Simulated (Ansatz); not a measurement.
**Cu: single-point calculation (part 2 of 2)**

Continued. System: Cu (slab, 8 atoms in the cell). Method: DFT PBEsol, scalar-relativistic, plane waves, PAW, no spin polarisation (Ansatz 0.2.0); cutoff 420 eV, 15×15×1 k-mesh, Gaussian smearing of 0.1 eV. The structure derives from a Materials Project entry. It belongs to a series of runs on one base structure; here: (0 0 1) slab cut from the bulk.

Geometry of the input (Å; fractional positions):
```
2.5198  0.0000  0.0000
-1.2599  2.1822  0.0000
0.0000  0.0000  29.4117
Cu 0.3333  0.6667  0.2550
Cu 0.0000  0.0000  0.3250
Cu 0.6667  0.3333  0.3950
Cu 0.0000  0.0000  0.4650
Cu 0.3333  0.6667  0.5350
Cu 0.0000  0.0000  0.6050
Cu 0.6667  0.3333  0.6750
Cu 0.0000  0.0000  0.7450
```

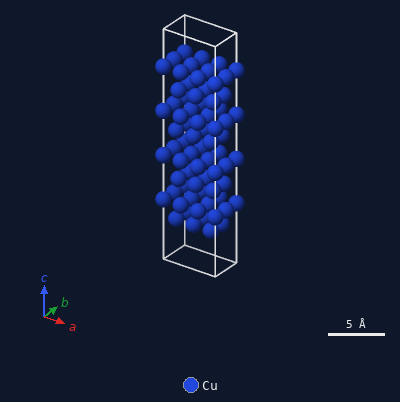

Fig. 1: The structure as given in the input (spheres-only view of the 3 × 2 repeat of the cell, with the vacuum cut short, seen slightly off an axis).

**The program's output, continued**
```
SCF iter   1: F=—  HF=-52709.077828 eV  |F-HF|=—  |Δ(HF+E_count)|=         —  Δρ=1.67e-2  dr2=3.56e-1  ethr=1.77e-3  p=-0.001 e·Å  D=-9.35e-4 V/Å  ΔV_dip=0.03 eV  dr2_dipole=6.09e-3  V_vac-E_F(+/−)=4.80/4.77 eV  ⟨swp⟩=6.3  Hψ=9705  notcnv=0  defer=108
efield: sawtooth ramp at fractional position 0.9800 (placed from the atoms, in the widest stretch of the axis that holds none; the zero of the levels goes with the place), width 0.0400; the density the first Hamiltonian is built on has a dipole p = -0.001 e·Å; the dipole correction subtracts the counter field D = -9.35e-4 V/Å, which shifts the + side's vacuum level by +0.03 eV against the − side's; the planar-averaged density in the ramp window peaks in size at 6.9e-5 e/Å³
preconditioner: auto → LDOS  [metal: Δε(μ)=0.030 eV  Ē_g=9.511 eV  σ=0.100 eV  W_gap=0.16  n_scr=24 (ndim 8)  ℏωp=27.4 eV  f_vac=0.418  D(μ)=3.26/eV (n_scr^D=16)  β→1.0]
SCF iter   2: F=—  HF=-52709.497275 eV  |F-HF|=—  |Δ(HF+E_count)|=   4.19e-1  Δρ=4.53e-2  dr2=1.77e0  ethr=2.34e-4  p=-0.000 e·Å  D=-1.88e-4 V/Å  ΔV_dip=0.01 eV  dr2_dipole=3.02e-6  V_vac-E_F(+/−)=5.04/5.03 eV  ⟨swp⟩=3.0  Hψ=5748  notcnv=0  defer=236  recentre
SCF iter   3: F=—  HF=-52709.027452 eV  |F-HF|=—  |Δ(HF+E_count)|=   4.70e-1  Δρ=2.94e-3  dr2=4.06e-2  ethr=2.34e-4  p=-0.000 e·Å  D=-4.88e-4 V/Å  ΔV_dip=0.01 eV  dr2_dipole=1.34e-3  V_vac-E_F(+/−)=4.90/4.88 eV  ⟨swp⟩=2.9  Hψ=4933  notcnv=0  defer=236
SCF iter   4: F=—  HF=-52709.024780 eV  |F-HF|=—  |Δ(HF+E_count)|=   2.67e-3  Δρ=1.56e-3  dr2=4.04e-3  ethr=2.67e-5  p=-0.000 e·Å  D=-7.62e-6 V/Å  ΔV_dip=0.00 eV  dr2_dipole=1.52e-4  V_vac-E_F(+/−)=4.96/4.96 eV  ⟨swp⟩=2.2  Hψ=3647  notcnv=0  defer=236
SCF iter   5: F=—  HF=-52709.024401 eV  |F-HF|=—  |Δ(HF+E_count)|=   3.79e-4  Δρ=7.91e-4  dr2=7.79e-4  ethr=2.66e-6  p=-0.000 e·Å  D=-1.63e-5 V/Å  ΔV_dip=0.00 eV  dr2_dipole=1.40e-6  V_vac-E_F(+/−)=4.98/4.98 eV  ⟨swp⟩=2.1  Hψ=3535  notcnv=0  defer=236
SCF iter   6: F=—  HF=-52709.024331 eV  |F-HF|=—  |Δ(HF+E_count)|=   6.91e-5  Δρ=1.65e-4  dr2=5.25e-5  ethr=5.12e-7  p=0.000 e·Å  D=1.09e-4 V/Å  ΔV_dip=-0.00 eV  dr2_dipole=7.88e-6  V_vac-E_F(+/−)=4.98/4.99 eV  ⟨swp⟩=2.4  Hψ=3887  notcnv=0  defer=236
SCF iter   7: F=—  HF=-52709.024315 eV  |F-HF|=—  |Δ(HF+E_count)|=   1.62e-5  Δρ=8.35e-5  dr2=8.27e-6  ethr=3.45e-8  p=0.000 e·Å  D=1.14e-4 V/Å  ΔV_dip=-0.00 eV  dr2_dipole=6.57e-8  V_vac-E_F(+/−)=4.99/4.99 eV  ⟨swp⟩=2.1  Hψ=3503  notcnv=0  defer=236
SCF iter   8: F=—  HF=-52709.024316 eV  |F-HF|=—  |Δ(HF+E_count)|=   1.08e-6  Δρ=3.34e-5  dr2=3.61e-6  ethr=5.44e-9  p=0.000 e·Å  D=1.32e-4 V/Å  ΔV_dip=-0.00 eV  dr2_dipole=1.09e-6  V_vac-E_F(+/−)=4.99/4.99 eV  ⟨swp⟩=2.3  Hψ=3647  notcnv=0  defer=236
SCF iter   9: F=—  HF=-52709.024317 eV  |F-HF|=—  |Δ(HF+E_count)|=   1.13e-6  Δρ=1.85e-5  dr2=9.58e-7  ethr=2.38e-9  p=0.000 e·Å  D=1.43e-4 V/Å  ΔV_dip=-0.00 eV  dr2_dipole=3.09e-7  V_vac-E_F(+/−)=4.99/4.99 eV  ⟨swp⟩=1.7  Hψ=2613  notcnv=0  defer=236
SCF iter  10: F=—  HF=-52709.024318 eV  |F-HF|=—  |Δ(HF+E_count)|=   1.38e-7  Δρ=9.04e-6  dr2=1.90e-7  ethr=6.31e-10  p=0.000 e·Å  D=1.51e-4 V/Å  ΔV_dip=-0.00 eV  dr2_dipole=9.92e-8  V_vac-E_F(+/−)=4.99/4.99 eV  ⟨swp⟩=2.0  Hψ=3241  notcnv=0  defer=236
SCF iter  11: F=-52709.024318 eV  HF=-52709.024318 eV  |F-HF|=6.82e-8  |Δ(HF+E_count)|=   2.19e-8  Δρ=2.62e-6  dr2=2.93e-8  ethr=6.58e-11  p=0.000 e·Å  D=1.54e-4 V/Å  ΔV_dip=-0.00 eV  dr2_dipole=1.99e-8  V_vac-E_F(+/−)=4.99/4.99 eV  ⟨swp⟩=19.0  Hψ=21694  notcnv=0
SCF 1 converged in 11 iterations: F = -52709.024318 eV  dr2 = 2.93e-8
  greatest PAW one-centre occupation: 1.000 electrons in one spin orbital (limit 2), on the Cu atom at site 7 (counted from 0), in its partial waves of l = 0
WARN: The output density's exchange-correlation potential varies sharply where the density is thin. Do not read a vacuum level from v_tot or v_xc, or from such a field of the output density. On a cell that repeats whose density bears no net charge and no dipole along the vacuum's axis use v_es (v_loc + v_h of the components); under efield.dipole_correction with no amplitude use v_es + v_field, which holds any external_charges[].barrier, or the levels of the report's work_function block, which leave it out; under a non-zero efield.amplitude the vacuum is tilted and has no level; on a cell that repeats and bears such a dipole with no correction it is tilted too, and efield.dipole_correction with no amplitude gives each side of its ramp a level where efield: is served; in a cell that repeats whose density bears a net charge (total_charge, or a fill off its count) it is curved and has none; of a slab under crystal.periodic whose density bears no net charge use v_es, which has a level on each side, short of where the two are joined; of another it falls or rises all the way out and has none; of a slab beside external_charges read slab_vacuum_level instead, which it has where they leave it neutral. The grid or the basis barely resolves most such structure, and the values can differ between equally converged runs; as a rule a tighter scf.convergence.dr2_threshold does not remove it. Where the density itself ripples (under the LDA too) a higher basis.ecutwfc lessens it. The files hold the spikes' plane waves up to the density's cutoff. Files: v_tot_of_output_density and the like, and their columns of v_z.tsv (output.write_potential); v_xc_of_output_density and the like, and their columns of v_comp_z.tsv (output.write_potential_components). Measured: with its Gaussian average of σ = 0.25 Å subtracted twice, the exchange-correlation potential is over 0.1 eV at 254 of the grid points where the equally averaged density (valence and model cores) is under 1e-3 e/Å³, and 0.275 eV at the most among them, at an averaged density of 2.9e-8 e/Å³. The input density's (outcome.potential() and, of a run that writes arrays, v_tot and v_xc) is over 0.1 eV, so measured, at 738 points of its own thin density, 0.236 eV at the most. See output.write_potential in the manual, Limitations
SCF converged after 11 iterations
Free energy (F): -52709.024318 eV
Harris-Foulkes:  -52709.024318 eV  (|F-HF|=6.82e-8)
Internal energy: -52709.007792 eV  (E = F + TS)
E sigma→0 (E₀):  -52709.016055 eV
Entropy (-TS):   -0.016526 eV (-2.066 meV/atom)
Fermi energy:    7.645952 eV
Dipole field:    D = 0.000365 V/Å  (p = 0.000326 e·Å, saw-weighted, corrected)
Work function:   Φ+ = 4.9873 eV   Φ− = 4.9980 eV
Levels:          The Fermi level and band energies are counted from a zero that moves with the ramp; work functions are not
--- Per-component energies (eV) ---
  E_band       = -4252.449936
  E_kinetic    = 2403.248788
  E_local      = -398265.519265  (includes V_loc(G=0)·N_el)
  E_nonlocal   = 3133.167680
  E_hartree    = 196497.872182
  E_xc         = -712.267024
  E_vxc        = -923.166291  (∫ρ·V_xc dr)
  E_paw        = -13010.972181  (= ΣΔE_a)
  E_vpaw       = -3595.938606  (= ΣTr[D̂ρ^β])
  E_aug_tail   = 0.002008  (compensation charges beyond the density's cutoff)
  E_efield     = 0.000000  (sawtooth field / dipole correction)
  E_vefield    = 0.000000  (∫n·V_field dr)
  E_ewald      = 157243.810403
  E_core_change = 1.649618  (= ΣΔE_core)
  E_smearing   = -0.016526  (= −TS)
  E_closure    = 0.000000  (closes the sum)
  Σ components = -52709.024318   (vs F -52709.024318, Δ=0.00e0)
--- Forces (eV/Å), atoms counted from 1 ---
  atom   1  Cu    -0.00000000     0.00000000     0.08292757
  atom   2  Cu    -0.00000000    -0.00000000    -0.08115023
  atom   3  Cu     0.00000000    -0.00000000    -0.04972876
  atom   4  Cu    -0.00000000     0.00000000     0.02577312
  atom   5  Cu    -0.00000000     0.00000000    -0.03268119
  atom   6  Cu     0.00000000     0.00000000     0.05902956
  atom   7  Cu     0.00000000     0.00000000     0.04274514
  atom   8  Cu    -0.00000000     0.00000000    -0.04695873
  max |Σ_I F_I| component: 4.35e-5 eV/Å
--- Stress (GPa, compression-positive) ---
       -1.800705      -0.000000      -0.000000
        0.000000      -1.800705      -0.000000
       -0.000000      -0.000000      -0.022115
  P = ⅓ Tr σ = -1.2078 GPa (-12.078 kbar)
--- Band table (eV; the first three rows and the last of 27) ---
  k-point 0: bands = ["-104.7356", "-104.7334", "-104.7262", "-104.7192", "-104.6786", "-104.6751", "-104.3760", "-104.3734", "-62.2980", "-62.2744", "-62.2402", "-62.2105", "-62.2105", "-62.2079", "-62.2079", "-62.2057", "-62.1998", "-62.1998", "-62.1918", "-62.1918", "-62.1813", "-62.1748", "-62.1515", "-62.1515", "-62.1491", "-62.1491", "-61.8793", "-61.8793", "-61.8759", "-61.8759", "-61.8424", "-61.8403", "-2.0089", "-1.6037", "-0.9600", "-0.1384", "0.7912", "1.6313", "2.1349", "2.2738", "4.2865", "4.2922", "4.4352", "4.4702", "4.4808", "4.4808", "4.4956", "4.4956", "4.5472", "4.5472", "4.6023", "4.6070", "4.6070", "4.6445", "4.6445", "4.6751", "4.6751", "4.8321", "4.9114", "4.9114", "4.9232", "4.9232", "5.2714", "5.2714", "5.3751", "5.3751", "5.4775", "5.4775", "5.5234", "5.6292", "5.6292", "5.7643", "5.7643", "5.8864", "5.8864", "6.0230", "6.0230", "6.0429", "6.0429", "6.8720", "7.0989", "11.9930", "12.2034", "12.9310", "13.3154", "14.7922", "14.9072", "17.0697", "17.1602", "19.7169", "19.9036", "22.7531"]
  k-point 1: bands = ["-104.7350", "-104.7328", "-104.7257", "-104.7188", "-104.6781", "-104.6746", "-104.3755", "-104.3729", "-62.2964", "-62.2735", "-62.2407", "-62.2155", "-62.2117", "-62.2114", "-62.2091", "-62.2087", "-62.2008", "-62.1997", "-62.1963", "-62.1926", "-62.1808", "-62.1754", "-62.1555", "-62.1532", "-62.1526", "-62.1502", "-61.8835", "-61.8803", "-61.8801", "-61.8770", "-61.8419", "-61.8399", "-1.8609", "-1.4578", "-0.8177", "-0.0013", "0.9213", "1.7518", "2.2429", "2.3698", "4.2153", "4.2474", "4.3626", "4.3961", "4.4451", "4.4668", "4.5229", "4.5323", "4.5403", "4.5505", "4.5981", "4.6130", "4.6424", "4.6491", "4.6815", "4.6956", "4.7222", "4.7531", "4.8772", "4.9143", "4.9547", "4.9687", "5.1227", "5.2409", "5.2458", "5.3607", "5.3611", "5.4764", "5.5005", "5.6258", "5.6626", "5.7654", "5.7951", "5.8328", "5.8903", "5.9402", "6.0257", "6.0444", "6.3319", "7.2516", "7.5414", "12.0752", "12.3355", "13.0520", "13.4371", "14.9119", "15.0356", "17.2018", "17.2818", "19.8501", "20.0262", "22.8858"]
  k-point 2: bands = ["-104.7333", "-104.7312", "-104.7245", "-104.7178", "-104.6768", "-104.6732", "-104.3741", "-104.3715", "-62.2921", "-62.2715", "-62.2436", "-62.2282", "-62.2205", "-62.2188", "-62.2152", "-62.2124", "-62.2077", "-62.2037", "-62.1990", "-62.1951", "-62.1811", "-62.1774", "-62.1664", "-62.1641", "-62.1555", "-62.1531", "-61.8953", "-61.8920", "-61.8833", "-61.8800", "-61.8407", "-61.8386", "-1.4237", "-1.0278", "-0.4003", "0.3971", "1.2934", "2.0895", "2.5428", "2.6343", "4.0421", "4.1003", "4.1838", "4.2642", "4.2740", "4.3442", "4.4288", "4.4712", "4.5412", "4.6133", "4.6411", "4.6541", "4.6743", "4.7143", "4.7424", "4.7598", "4.7599", "4.8418", "4.8545", "4.8551", "4.8873", "5.0482", "5.0861", "5.1533", "5.2129", "5.3037", "5.3466", "5.4252", "5.4739", "5.5212", "5.6191", "5.6604", "5.7659", "5.8950", "5.8989", "6.0320", "6.0491", "6.2798", "6.9531", "7.9816", "8.4431", "12.3216", "12.7308", "13.4290", "13.8044", "15.2769", "15.4210", "17.5966", "17.6475", "20.2453", "20.3897", "23.2628"]
  k-point 26: bands = ["-104.7203", "-104.7164", "-104.7161", "-104.7099", "-104.6661", "-104.6625", "-104.3632", "-104.3607", "-62.2877", "-62.2864", "-62.2860", "-62.2802", "-62.2790", "-62.2749", "-62.2656", "-62.2579", "-62.2407", "-62.2376", "-62.2200", "-62.2197", "-62.2185", "-62.2128", "-62.2044", "-62.2044", "-62.1841", "-62.1800", "-61.9478", "-61.9469", "-61.9444", "-61.9436", "-61.8312", "-61.8291", "3.3892", "3.3907", "3.4047", "3.4538", "3.4698", "3.4779", "3.5096", "3.5452", "3.5588", "3.6376", "3.6407", "3.6876", "3.7364", "3.8873", "3.8901", "4.2289", "4.2329", "4.2440", "4.3048", "4.3852", "4.4110", "4.8140", "4.8289", "4.8814", "4.8880", "5.0548", "5.0609", "5.1385", "5.4337", "5.4444", "5.5137", "5.6329", "5.8102", "5.8697", "5.9022", "5.9058", "5.9500", "5.9604", "5.9757", "5.9760", "10.9414", "10.9601", "11.1646", "11.1908", "11.3794", "11.4496", "11.6164", "11.9846", "12.1187", "12.2870", "12.3950", "12.7547", "13.9588", "14.2478", "14.5989", "14.8911", "15.2478", "15.5636", "16.0800", "16.6852"]
```

**Results in brief**

```csv
quantity,value
outcome,converged
electrons treated,152
free energy,−52709.0243 eV
"work function, top face",4.99 eV
"work function, bottom face",5.00 eV
Fermi energy,7.646 eV
gap on the k-point mesh,none (metallic)
work function (upper face),4.99 eV
largest force (length of the vector),0.083 eV/Å
hardware,"1 thread of Intel Xeon @ 2.50GHz (Skylake/Cascade Lake), 64 GiB of memory available, shared host"
wall time,58 s
peak memory,0.62 GiB
```

Warnings of the run: the exchange-correlation potential is rough where the density is thin.
